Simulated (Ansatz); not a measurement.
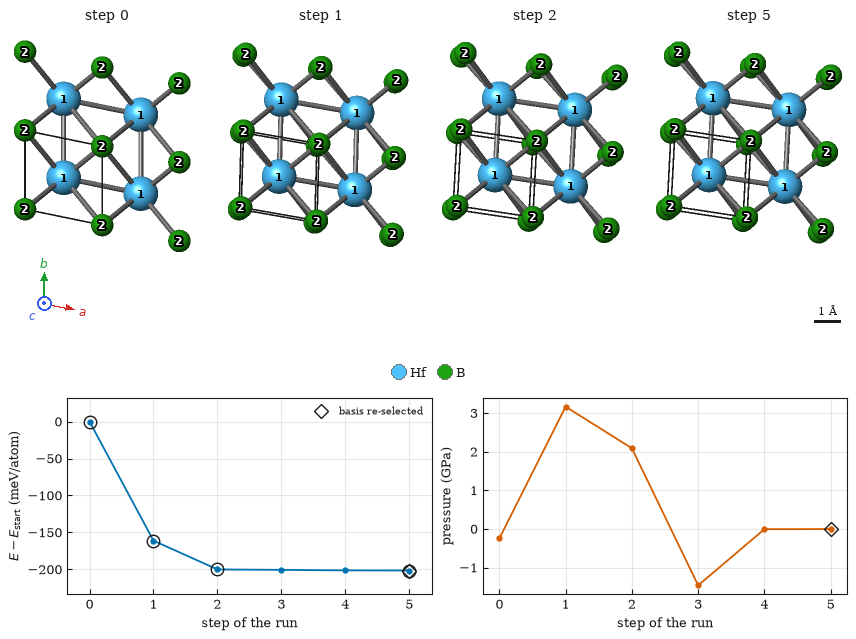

Frames of a relaxation of crystalline HfB (a generated structure, set up in R-3m) (coarse preliminary run), marked on the history of the run. Style: ball-and-stick. Shown: the cell of the calculation, repeated 2 × 2 × 1 with one cell outlined, along the c axis.

The calculation used Ansatz 0.2.0, DFT PBE, scalar-relativistic, plane waves, PAW. (plane-wave cutoff 420 eV; k-point mesh 6 × 6 × 6; occupations gaussian; smearing width 0.1 eV; no spin polarisation; cell and atoms relaxed; force threshold 0.04 eV/Å; at most 70 steps)

**Describe the path.**

After 4 accepted moves (5 points after the start) the energy has fallen by 201 meV per atom. All forces vanish by symmetry, so only the cell relaxes. The pressure goes from −0.24 to 0.00 GPa. The SCF was repeated once at an unchanged geometry on a basis and grid sized afresh for the cell, which shifted the energy by 0.2 meV per atom at most. No atom moves by more than 0.005 Å relative to the cell. Cell: a = b = c 3.115 → 3.018 Å (−3.1 %), α 99.7° → 94.7°, β 99.7° → 94.7°, γ 99.7° → 94.7°. Volume −5.5 %. Among the contacts that change: Hf1–B2 2.199 → 2.392 Å, Hf1–B2 (another image) 2.844 → 2.683 Å, Hf1–Hf1 3.115 → 3.018 Å. The space group stays R-3m (No. 166). From step 0 to 1: volume −6.0 %, energy −161 meV per atom. From step 1 to 2: volume −0.8 %, energy −38.9 meV per atom. From step 2 to 5: volume +1.4 %, energy −1.4 meV per atom.
